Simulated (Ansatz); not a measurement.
## Electronic structure of Ti$_{12}$H (cell with a defect) in real space

```
Ti H
1.0
     5.90000    0.00000    0.00000
    -4.42500    7.66432    0.00000
     0.00000    0.00000    4.68460
Ti H
12 1
Direct
  0.99441 0.99643 0.01109
  0.15631 0.21732 0.49458
  0.99789 0.33084 0.00204
  0.16653 0.55587 0.49828
  0.00509 0.67027 0.99937
  0.16861 0.89006 0.50511
  0.50134 0.99940 0.00739
  0.66969 0.21806 0.49386
  0.49872 0.33211 0.00569
  0.67528 0.56532 0.48808
  0.49834 0.66762 0.00193
  0.66361 0.88759 0.50735
  0.50151 0.33584 0.60982
```

Computed without spin polarisation.

All numbers below come from DFT PBE-D3(BJ), scalar-relativistic, plane waves, PAW (Ansatz 0.2.0).

Core electrons are frozen (PAW), and the valence fields are smoothed inside the atomic spheres.

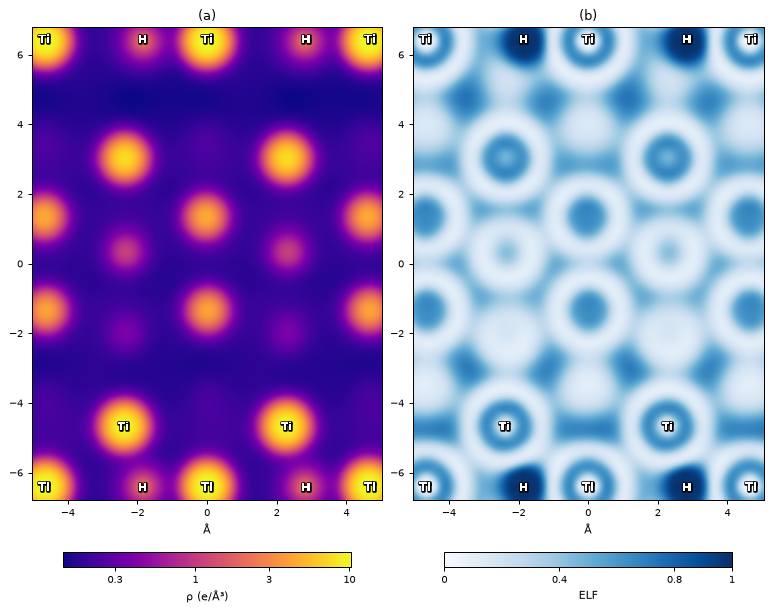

Figure 1. (a) valence pseudo-density; (b) ELF on the (110) plane of the calculation cell.

**Describe what can be read from this map.**

The section cuts through Ti and H sites.
Atoms just off the plane (Ti, 0.4 Å away) can leave unmarked features too.
Ti–H (1.84 Å): the density is about 0.54 e/Å³ at the midpoint; the ELF climbs to about 1 towards the hydrogen.
Ti–Ti (2.88 Å): ρ is about 0.19 e/Å³ halfway; the ELF is about 0.20 at the midpoint (no localised pair shows between them).
Ti–Ti (2.97 Å): the density is about 0.2 e/Å³ at the midpoint; the ELF is about 0.25 at the midpoint: no localised pair shows between them.
Between the atoms the lowest density in this plane is 0.14 e/Å³.
The ELF has a maximum of about 0.75 in the space between the atoms, 1.9 Å from five Ti atoms, on no atom or two-centre bond.
The features right at Ti lie inside the PAW spheres, where the map follows smoothed inner orbitals and isn't to be read closely.

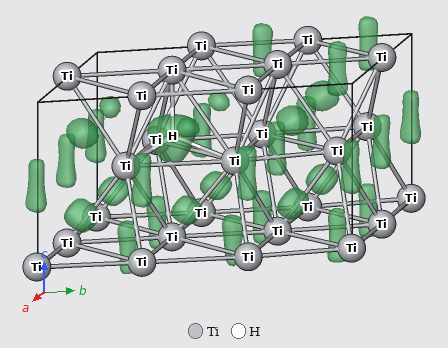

Figure 2. Isosurface of the ELF at 0.65 (green), seen slightly off an axis. Core shells and regions of very low density are left out. Sticks mark near contacts.

**Describe the localisation domains.**

At this value the surface marks out one region around a hydrogen nucleus and 23 pockets between the atoms, centred on no nucleus (multi-centre or interstitial), counted in one cell of 13 atoms. Regions shared between cells count once.


 Ti–Ti (2.83 Å): the ELF is about 0.20 at the midpoint (no shared electron pair shows on this line).

**Does the calculation make it a metal, or give it a gap?**

It is metallic or semimetallic at this level of theory: no gap opens.
